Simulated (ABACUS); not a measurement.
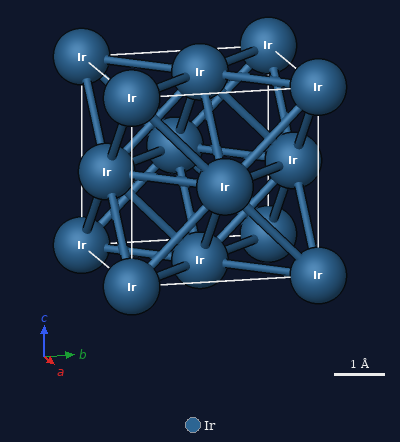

*The structure (ball-and-stick view of the cell 4 times as large as that of the calculation, set on its symmetry axes, seen slightly off an axis).*

Near neighbours in the crystal (not all of them lie inside the picture): Ir has 12 Ir at 2.76 Å.

**Run report: Ir, single-point calculation at one volume of an equation of state (part 1 of 2)**

- system: Ir (Fm-3m, 1 atom in the cell)
- method: Kohn-Sham DFT of a periodic cell, PBE, PseudoDojo NC SR 0.4.1 PBE standard, no spin polarisation (ABACUS 3.10.1)

The structure derives from an entry of the Crystallography Open Database. It belongs to a series of runs on one base structure; here: volume scaled by 1.06.

### Input
```
INPUT_PARAMETERS
suffix              Ir
calculation         scf
basis_type          lcao
pseudo_dir          ./
orbital_dir         ./
symmetry            1
dft_functional      pbe
ecutwfc             100
pseudo_rcut         10
nspin               1
nbands              13
ks_solver           genelpa
smearing_method     fd
smearing_sigma      0.00367493
scf_thr             1e-07
scf_nmax            100
mixing_type         broyden
mixing_beta         0.7
cal_force           1
cal_stress          1
out_mul             1
```

### File STRU
```
ATOMIC_SPECIES
Ir 192.2170 Ir.upf

NUMERICAL_ORBITAL
Ir_confined-atom_7au_3s2p2d1f.orb

LATTICE_CONSTANT
1.8897261246

LATTICE_VECTORS
0.0000000000 1.9531703226 1.9531703226
1.9531703226 0.0000000000 1.9531703226
1.9531703226 1.9531703226 0.0000000000

ATOMIC_POSITIONS
Direct

Ir
0.0
1
0.0000000000 0.0000000000 0.0000000000 1 1 1
```

### File KPT
```
K_POINTS
0
Gamma
12 12 12 0 0 0
```

Launched with:
```bash
OMP_NUM_THREADS=1 mpirun -np 4 abacus > log
```

### The program's output
```
ABACUS v3.10.1

               Atomic-orbital Based Ab-initio Computation at UStc

 ------------------------------------------------------------------------------------

 READING GENERAL INFORMATION
                           global_out_dir = OUT.Ir/
                           global_in_card = INPUT
                               pseudo_dir = ./
                              orbital_dir = ./
                                    DSIZE = 4
                                    GSIZE = 1

 READING UNITCELL INFORMATION
                                    ntype = 1
                  lattice constant (Bohr) = 1.88973
              lattice constant (Angstrom) = 1

 READING ATOM TYPE 1
                               atom label = Ir
                      L=0, number of zeta = 3
                      L=1, number of zeta = 2
                      L=2, number of zeta = 2
                      L=3, number of zeta = 1
             number of atom for this type = 1

                        TOTAL ATOM NUMBER = 1
DIRECT COORDINATES
    atom                   x                   y                   z     mag                  vx                  vy                  vz
taud_Ir1            0.0000000000        0.0000000000        0.0000000000  0.0000        0.0000000000        0.0000000000        0.0000000000

                          Volume (Bohr^3) = 100.565
                             Volume (A^3) = 14.9022

 Lattice vectors: (Cartesian coordinate: in unit of a_0)
                   +0            +1.95317            +1.95317
             +1.95317                  +0            +1.95317
             +1.95317            +1.95317                  +0
 Reciprocal vectors: (Cartesian coordinate: in unit of 2 pi/a_0)
            -0.255994           +0.255994           +0.255994
            +0.255994           -0.255994           +0.255994
            +0.255994           +0.255994           -0.255994
 The esolver type has been set to : ksdft_lcao

                PAO radial cut off (Bohr) = 10

 Read in pseudopotential file is Ir.upf
                     pseudopotential type = NC
          exchange-correlation functional = PBE
                 nonlocal core correction = 1
                        valence electrons = 17
                                     lmax = 3
                           number of zeta = 4
                     number of projectors = 8
                           L of projector = 0
                           L of projector = 0
                           L of projector = 1
                           L of projector = 1
                           L of projector = 2
                           L of projector = 2
                           L of projector = 3
                           L of projector = 3
     initial pseudo atomic orbital number = 10

 SETUP THE ELECTRONS NUMBER
            electron number of element Ir = 17
      total electron number of element Ir = 17
            AUTOSET number of electrons:  = 17
                           occupied bands = 9
                                   NLOCAL = 26
                                   NBANDS = 13
                                   NBANDS = 13
                                   NLOCAL = 26

%%%%%%%%%%%%%%%%%%%%%%%%%%%%%%%%%%%%%%%%%%%%%%%%%%%%%%%%%%%%%%%%%%%%%%%%%%%%%%%%%%%%%%%%%%%%%%%%%%%%%%%%%%
 Warning: the number of valence electrons in pseudopotential > 9 for Ir: [Xe] 4f14 5d7 6s2
 Pseudopotentials with additional electrons can yield (more) accurate outcomes, but may be less efficient.
 If you're confident that your chosen pseudopotential is appropriate, you can safely ignore this warning.
%%%%%%%%%%%%%%%%%%%%%%%%%%%%%%%%%%%%%%%%%%%%%%%%%%%%%%%%%%%%%%%%%%%%%%%%%%%%%%%%%%%%%%%%%%%%%%%%%%%%%%%%%%

 SETUP THE PLANE WAVE BASIS
 energy cutoff for charge/potential (unit:Ry) = 400
            fft grid for charge/potential = [ 36, 36, 36 ]
                        fft grid division = [ 3, 3, 3 ]
        big fft grid for charge/potential = [ 12, 12, 12 ]
                                     nbxx = 432
                                     nrxx = 11664

 SETUP PLANE WAVES FOR CHARGE/POTENTIAL
                    number of plane waves = 13635
                         number of sticks = 745

 PARALLEL PW FOR CHARGE/POTENTIAL
     PROC   COLUMNS(POT)             PW
        1            186           3408
        2            187           3412
        3            186           3407
        4            186           3408
 --------------- sum -------------------
        4            745          13635
                            number of |g| = 185
                                  max |g| = 36.1742
                                  min |g| = 0

----------- Double Check Mixing Parameters Begin ------------
mixing_type: broyden
mixing_beta: 0.7
mixing_gg0: 1
mixing_gg0_min: 0.1
mixing_ndim: 8
----------- Double Check Mixing Parameters End ------------

 LATTICE VECTORS: (CARTESIAN COORDINATE: IN UNIT OF A0)
                   +0            +1.95317            +1.95317
             +1.95317                  +0            +1.95317
             +1.95317            +1.95317                  +0
                       right hand lattice = 1
                                   NORM_A = 2.7622
                                   NORM_B = 2.7622
                                   NORM_C = 2.7622
                           ALPHA (DEGREE) = 60
                           BETA  (DEGREE) = 60
                           GAMMA (DEGREE) = 60

 The lattice vectors have been changed (STRU_SIMPLE.cif)

(for optimal symmetric configuration:)
                             BRAVAIS TYPE = 3
                     BRAVAIS LATTICE NAME = 03. Cubic F (face-centered)
                                    ibrav = 3
                                    IBRAV = 3
                                  BRAVAIS = FACE CENTERED CUBIC
                       LATTICE CONSTANT A = 3.90634
Original cell was already a primitive cell.
                        ROTATION MATRICES = 48
              PURE POINT GROUP OPERATIONS = 48
                   SPACE GROUP OPERATIONS = 48
                              POINT GROUP = O_h
               POINT GROUP IN SPACE GROUP = O_h

 SETUP K-POINTS
                                    nspin = 1
                   Input type of k points = Monkhorst-Pack(Gamma)
                                   nkstot = 1728
                       right hand lattice = 1
(for reciprocal lattice: )
                             BRAVAIS TYPE = 2
                     BRAVAIS LATTICE NAME = 02. Cubic I (body-centered)
                                    ibrav = 2
                       right hand lattice = 1
(for k-lattice: )
                             BRAVAIS TYPE = 2
                     BRAVAIS LATTICE NAME = 02. Cubic I (body-centered)
                                    ibrav = 2
                       right hand lattice = 1
                        ROTATION MATRICES = 48
                               nkstot_ibz = 72
K-POINTS REDUCTION ACCORDING TO SYMMETRY
     IBZ    DIRECT_X    DIRECT_Y    DIRECT_Z  WEIGHT  ibz2bz
       1  0.00000000  0.00000000  0.00000000  0.0006       0
       2  0.08333333  0.08333333  0.08333333  0.0046       1
       3  0.16666667  0.16666667  0.16666667  0.0046       2
       4  0.25000000  0.25000000  0.25000000  0.0046       3
       5  0.33333333  0.33333333  0.33333333  0.0046       4
       6  0.41666667  0.41666667  0.41666667  0.0046       5
       7  0.50000000  0.50000000  0.50000000  0.0023       6
       8  0.08333333  0.08333333  0.00000000  0.0035      13
       9  0.16666667  0.16666667  0.08333333  0.0139      14
      10  0.25000000  0.25000000  0.16666667  0.0139      15
      11  0.33333333  0.33333333  0.25000000  0.0139      16
      12  0.41666667  0.41666667  0.33333333  0.0139      17
      13  0.50000000  0.50000000  0.41666667  0.0139      18
      14  0.50000000  0.41666667  0.41666667  0.0139      19
      15  0.41666667  0.33333333  0.33333333  0.0139      20
      16  0.33333333  0.25000000  0.25000000  0.0139      21
      17  0.25000000  0.16666667  0.16666667  0.0139      22
      18  0.16666667  0.08333333  0.08333333  0.0069      23
      19  0.16666667  0.16666667  0.00000000  0.0035      26
      20  0.25000000  0.25000000  0.08333333  0.0139      27
      21  0.33333333  0.33333333  0.16666667  0.0139      28
      22  0.41666667  0.41666667  0.25000000  0.0139      29
      23  0.50000000  0.50000000  0.33333333  0.0139      30
      24 -0.41666667  0.41666667  0.41666667  0.0139      31
      25  0.50000000  0.33333333  0.33333333  0.0139      32
      26  0.41666667  0.25000000  0.25000000  0.0139      33
      27  0.33333333  0.16666667  0.16666667  0.0069      34
      28  0.25000000  0.25000000  0.00000000  0.0035      39
      29  0.33333333  0.33333333  0.08333333  0.0139      40
      30  0.41666667  0.41666667  0.16666667  0.0139      41
[... 42 further k points ...]

                               nkstot now = 72
[... K-POINTS DIRECT COORDINATES: 72 rows ...]

           k-point number in this process = 72
       minimum distributed K point number = 72
[... stars of the k points ...]

[... K-POINTS CARTESIAN COORDINATES: 72 rows ...]

[... K-POINTS DIRECT COORDINATES: 72 rows ...]

 SETUP PLANE WAVES FOR WAVE FUNCTIONS
     energy cutoff for wavefunc (unit:Ry) = 100
              fft grid for wave functions = [ 36, 36, 36 ]
                    number of plane waves = 2421
                         number of sticks = 241

 PARALLEL PW FOR WAVE FUNCTIONS
     PROC   COLUMNS(POT)             PW
        1             60            605
        2             60            605
        3             60            605
        4             61            606
 --------------- sum -------------------
        4            241           2421

 SET NONLOCAL PSEUDOPOTENTIAL PROJECTORS
 max number of nonlocal projetors among all species is 8

 -------------------------------------------
 SELF-CONSISTENT
 -------------------------------------------

 SETUP SEARCHING RADIUS FOR PROGRAM TO SEARCH ADJACENT ATOMS
                  longest orb rcut (Bohr) = 7
   longest nonlocal projector rcut (Bohr) = 2.3
                     search radius (Bohr) = 18.6
              searching radius is (Bohr)) = 18.6
         searching radius unit is (Bohr)) = 1.89
                         PeriodicBoundary = 1
                        Radius(unit:lat0) = 9.84
                                   glayer = [ 6, 6, 6 ]
                             glayer_minus = [ 5, 5, 5 ]

Find the coordinate range of the input atom(unit:lat0).
                                  min_tau = [ -19.5, -19.5, -19.5 ]
                                  max_tau = [ 19.5, 19.5, 19.5 ]
                                BoxNumber = [ 11, 11, 11 ]

 SETUP EXTENDED REAL SPACE GRID FOR GRID INTEGRATION
                          real space grid = [ 36, 36, 36 ]
                 big cell numbers in grid = [ 12, 12, 12 ]
             meshcell numbers in big cell = [ 3, 3, 3 ]
                        extended fft grid = [ 20, 20, 20 ]
                dimension of extened grid = [ 53, 53, 53 ]
                            UnitCellTotal = 125
              Atom number in sub-FFT-grid = 1
    Local orbitals number in sub-FFT-grid = 26
                                ParaV.nnr = 42081
                                 init_chg = atomic

 LCAO ALGORITHM --------------- ION=   1  ELEC=   1--------------------------------

 Density error is 0.0289678810014
----------------------------------------------------------
     Energy           Rydberg                 eV
----------------------------------------------------------
 E_KohnSham     -230.3094710306      -3133.5211093822
 E_Harris       -231.3001434764      -3146.9998994961
 E_Fermi        1.8158131268         24.7054050275
----------------------------------------------------------

 LCAO ALGORITHM --------------- ION=   1  ELEC=   2--------------------------------

 Density error is 0.00664826022099
----------------------------------------------------------
     Energy           Rydberg                 eV
----------------------------------------------------------
 E_KohnSham     -230.3127235287      -3133.5653618888
 E_Harris       -230.0904237605      -3130.5408183779
 E_Fermi        1.7795026731         24.2113759607
----------------------------------------------------------
```
